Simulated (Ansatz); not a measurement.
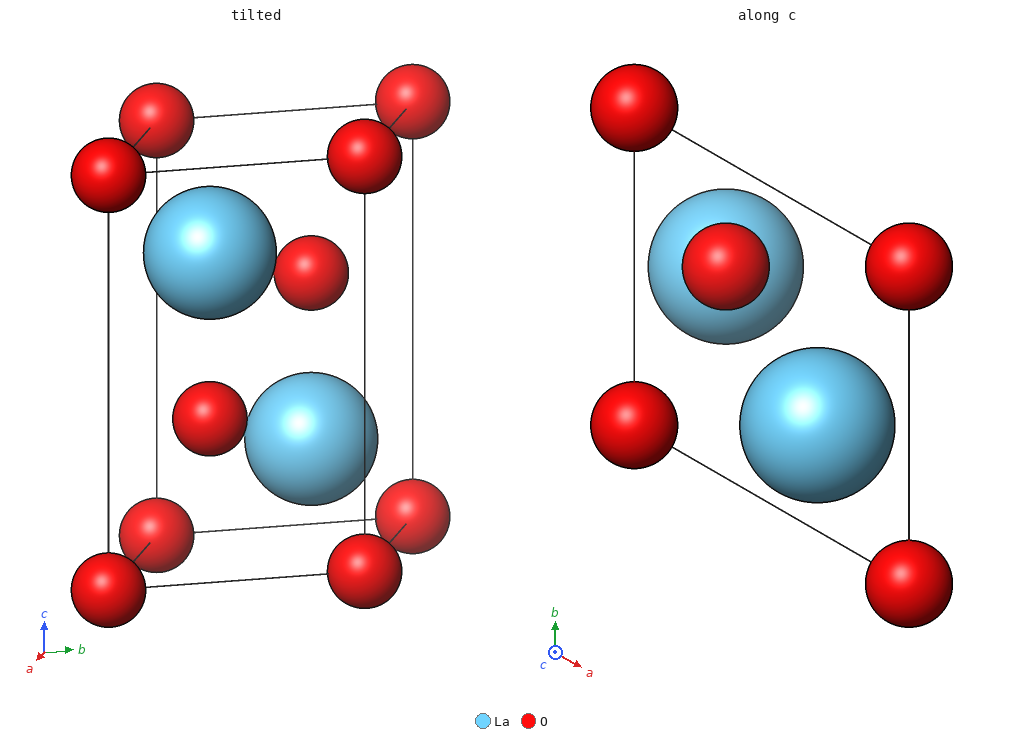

A spheres-only rendering, viewed slightly off an axis and along the c axis. The parallelepiped is the conventional unit cell.

La₂O₃, space group P-3m1 (No. 164), a = 3.935 Å, b = 3.935 Å, c = 6.126 Å, α = 90.00°, β = 90.00°, γ = 120.00°. The structure was taken from a structure listed in the Materials Project. Earlier steps of the study may have refined or changed the cell and positions. Ansatz was used for an electronic-structure calculation on it.

This one geometry was computed with Ansatz (DFT, plane waves, PAW) at six levels of theory: PBE with spin-orbit coupling, PBE0, LDA, r2SCANh, dielectric-dependent PBE0 (fraction 1/eps_inf of PBE) and r2SCAN. It was relaxed beforehand with r2SCAN.

### Which level gives the highest pressure at this volume, and what does that say about its equilibrium volume?

Highest: PBE with spin-orbit coupling (1.3 GPa), which points to the largest equilibrium volume. Lowest, with the smallest volume: LDA (-6.9 GPa). Levels within 0.5 GPa of each other can't be told apart.

### How does the band gap change with the level of theory?

LDA: a gap of 3.73 eV, indirect; PBE with spin-orbit coupling: a gap of 3.83 eV, indirect; r2SCAN: a gap of 4.23 eV, indirect; r2SCANh: a gap of 5.04 eV, indirect; dielectric-dependent PBE0 (fraction 1/eps_inf of PBE): a gap of 5.67 eV, indirect; PBE0: a gap of 6.03 eV, indirect.

### Collect the results in a table.

| level | cutoff (eV) | k-mesh of the run's cell | gap (eV) | pressure (GPa) |
| --- | --- | --- | --- | --- |
| PBE with spin-orbit coupling | 420 | 12×12×4 | 3.83 | 1.3 |
| PBE0 | 420 | 6×6×2 | 6.03 | -1.1 |
| LDA | 420 | 12×12×4 | 3.73 | -6.9 |
| r2SCANh | 500 | 6×6×2 | 5.04 | -0.6 |
| dielectric-dependent PBE0 (fraction 1/eps_inf of PBE) | 420 | 6×6×2 | 5.67 | -0.7 |
| r2SCAN | 500 | 12×12×4 | 4.23 | 0.0 |

Gaps are taken on the k-mesh or band path of each run.
